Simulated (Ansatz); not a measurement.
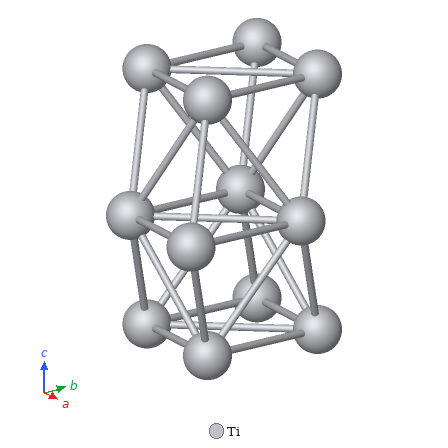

System: B on a slab of content Ti. The picture shows the clean slab (repeated in the plane, vacuum cut away).

Structure:
```xyz
3
Lattice="2.9358 0.0000 0.0000 -1.4679 2.5425 0.0000 0.0000 0.0000 21.6362" Properties=species:S:1:pos:R:3 pbc="T T T"
Ti    0.0000    1.6950    8.5000
Ti    1.4679    0.8475   10.7119
Ti    0.0000    1.6950   12.9229
```

Input of one of the runs behind the figure:
```
crystal:
  lattice:
    - [2.9357969418, 0.0, 0.0]
    - [-1.4678984709, 2.542474732, 0.0]
    - [0.0, 0.0, 23.6361929089]
  atoms:
    - { symbol: Ti, position: [0.3333333333, 0.6666666667, 0.3596179821] }
    - { symbol: Ti, position: [0.6666666667, 0.3333333333, 0.4531964174] }
    - { symbol: Ti, position: [0.3333333333, 0.6666666667, 0.5467425937] }
    - { symbol: B, position: [0.0, 0.0, 0.62120467] }
basis:
  ecutwfc: 500
kpoints:
  mp_grid: { grid: [12, 12, 1] }
hamiltonian:
  xc: r2scan
scf:
  occupations: { method: gaussian, width: 0.1 }
output:
  forces: true
  eigenvalues: true
relax:
  adjacent_minimum: "off"
  f_tol: 0.03
  max_steps: 70
  constraints: [{ sites: [0] }]
efield:
  axis: 3
  dipole_correction: true
  ramp_width: 0.04
```

Run as:
```bash
ansatz run input.yaml --threads 2 --pin off --max-ram 5120MiB --backend cpu --events-out ev --progress --plain --runs-dir out
```

Method: adsorption at several starting sites on a slab cut from the named crystal, one adsorbate a surface cell, the lower planes held, the adsorption energy counts from the clean slab and the free, spin-polarised adsorbate, negative where bound, plane waves with PAW datasets, Γ-centred k mesh (Ansatz 0.2.0). Level: r2SCAN, no spin polarisation.

| setting | value |
| --- | --- |
| crystal formula | Ti |
| crystal space group number | 194 |
| Miller index h | 0 |
| Miller index k | 0 |
| Miller index l | 1 |
| top plane | Ti |
| bottom plane | Ti |
| planes | 3 |
| surface cell | (1, 1) |
| slab thickness as cut | 4.64 Å |
| vacuum | 17 Å |
| surface area | 7.464 Å² |
| wave cutoff | 500 eV |
| k mesh | 12×12×1 |
| occupations | Gaussian |
| smearing width | 0.1 eV |
| boundary | dipole corrected |
| adsorbate | B |

Sites are named by a rule of distances and placed in fractions of the cell vectors a and b; the slab's top layers relax too; key: 1 = top site at (0.33, 0.67); 2 = hollow site at (0.00, 0.00); 3 = bridge site at (0.83, 0.67).

Describe the result: the adsorption energy of each starting site.

The adsorbate slid sideways from no. 3 (by 0.8 Å). Among these starts the lowest are no. 2 and no. 3, which are equal within what the calculation resolves; no. 1 is 1.558 eV higher. In rising order: no. 2 (−4.674), no. 3 (−4.674), no. 1 (−3.116), in eV. The height over highest slab atom, in Å, is 2.202 for no. 1, 1.496 for no. 2 and 1.494 for no. 3. The lateral move, in Å, is 0.00 for no. 1, 0.00 for no. 2 and 0.81 for no. 3.

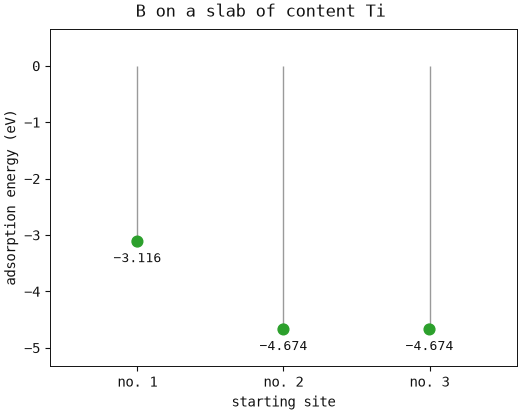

Note: xc potential rough in thin density.
